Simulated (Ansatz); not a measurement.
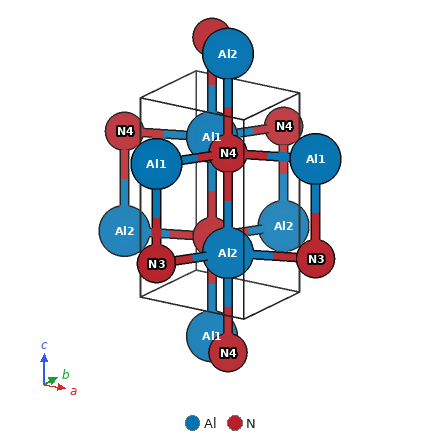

The system is AlN (P6_3/mmc, No. 194; 4 atoms in the cell); the picture shows the reference structure. 
- The energy is mapped over the lattice constants a and c of the conventional cell.
- First axis: lattice constant a (and b). Second axis: lattice constant c.
- Nothing is relaxed (symmetry fixes all fractional coordinates).
- The scan uses an 11 × 11 grid.
- Points are written as (first, second).
- All energies are given in meV/atom relative to the lowest grid point.
- Method: DFT PBEsol, scalar-relativistic, plane waves, PAW in Ansatz. Settings: cutoff 520 eV, k-mesh 9×9×6 in the order of the run's cell vectors, gaussian smearing 0.05 eV, no spin polarisation.

Its coordinates:

```
CELL_PARAMETERS angstrom
3.30144 0.00000 0.00000
-1.65072 2.85913 0.00000
0.00000 0.00000 4.14000
ATOMIC_POSITIONS crystal
Al 0.33333 0.66667 0.75000
Al 0.66667 0.33333 0.25000
N 0.33333 0.66667 0.25000
N 0.66667 0.33333 0.75000
```

Range: lattice constant a (and b) from 3.202 to 3.401 Å; lattice constant c from 3.933 to 4.347 Å.

Predict the map.

The lowest grid point is at (3.301 Å, 4.140 Å). No other kind of well shows on this grid. The highest grid point, (3.202 Å, 3.933 Å), lies 88.3 meV/atom above the lowest. Round the minimum the valley is somewhat tilted: raising lattice constant a (and b) shifts the best value of lattice constant c downwards (coupling k₁₂/√(k₁₁k₂₂) about 0.5). The gap on the k-mesh is 3.3 eV at the lowest point and runs from 2.5 to 4.2 eV over the map.

| lattice constant c ↓, lattice constant a (and b) → | 3.202 | 3.222 | 3.242 | 3.262 | 3.282 | 3.301 | 3.321 | 3.341 | 3.361 | 3.381 | 3.401 |
| --- | --- | --- | --- | --- | --- | --- | --- | --- | --- | --- | --- |
| 4.347 | 29.2 | 21.4 | 16.7 | 14.8 | 15.7 | 19.1 | 24.9 | 33.0 | 43.2 | 55.4 | 69.4 |
| 4.306 | 27.2 | 18.5 | 12.9 | 10.2 | 10.2 | 12.7 | 17.6 | 24.8 | 34.2 | 45.5 | 58.6 |
| 4.264 | 26.4 | 16.9 | 10.4 | 6.7 | 5.8 | 7.4 | 11.4 | 17.8 | 26.2 | 36.6 | 48.8 |
| 4.223 | 27.1 | 16.6 | 9.1 | 4.6 | 2.7 | 3.4 | 6.5 | 11.9 | 19.4 | 28.9 | 40.2 |
| 4.181 | 29.3 | 17.8 | 9.5 | 3.9 | 1.1 | 0.9 | 3.0 | 7.5 | 14.0 | 22.5 | 32.9 |
| 4.140 | 33.2 | 20.8 | 11.5 | 5.0 | 1.2 | 0.0 | 1.2 | 4.6 | 10.2 | 17.7 | 27.1 |
| 4.099 | 39.2 | 25.8 | 15.5 | 8.0 | 3.2 | 1.0 | 1.1 | 3.6 | 8.1 | 14.7 | 23.1 |
| 4.057 | 47.4 | 33.0 | 21.6 | 13.1 | 7.3 | 4.0 | 3.2 | 4.6 | 8.1 | 13.6 | 21.0 |
| 4.016 | 58.1 | 42.7 | 30.2 | 20.7 | 13.8 | 9.5 | 7.6 | 7.9 | 10.4 | 14.8 | 21.1 |
| 3.974 | 71.6 | 55.1 | 41.6 | 30.9 | 23.0 | 17.6 | 14.6 | 13.8 | 15.2 | 18.6 | 23.8 |
| 3.933 | 88.3 | 70.6 | 56.0 | 44.3 | 35.2 | 28.7 | 24.6 | 22.7 | 23.0 | 25.2 | 29.4 |

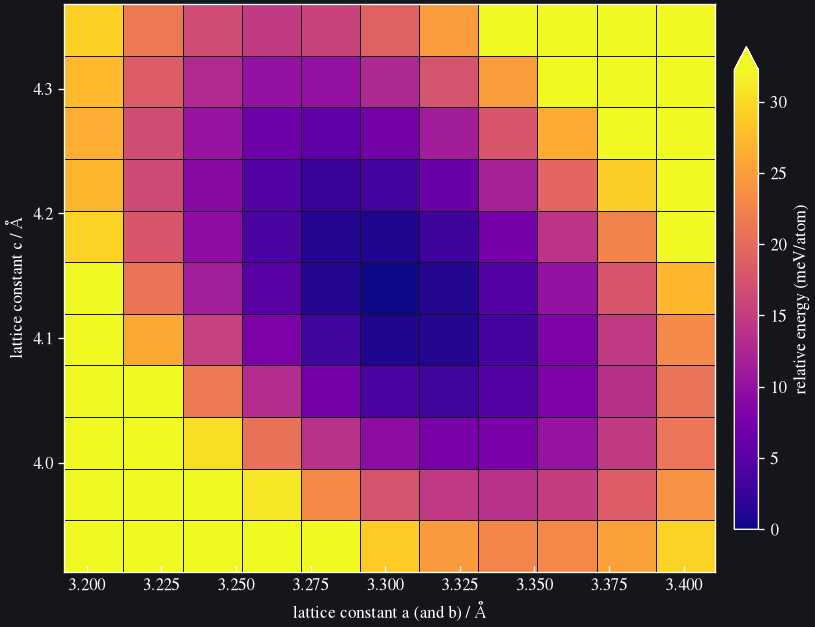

Drawn: one coloured cell a grid point, one colour for all values above the top of the scale.

Time for the 121 points that were run: 86 s on 1 thread of AMD EPYC 9R45 96-Core Processor (Zen 5), with other jobs on the host.

PAW datasets: the set soft_1.
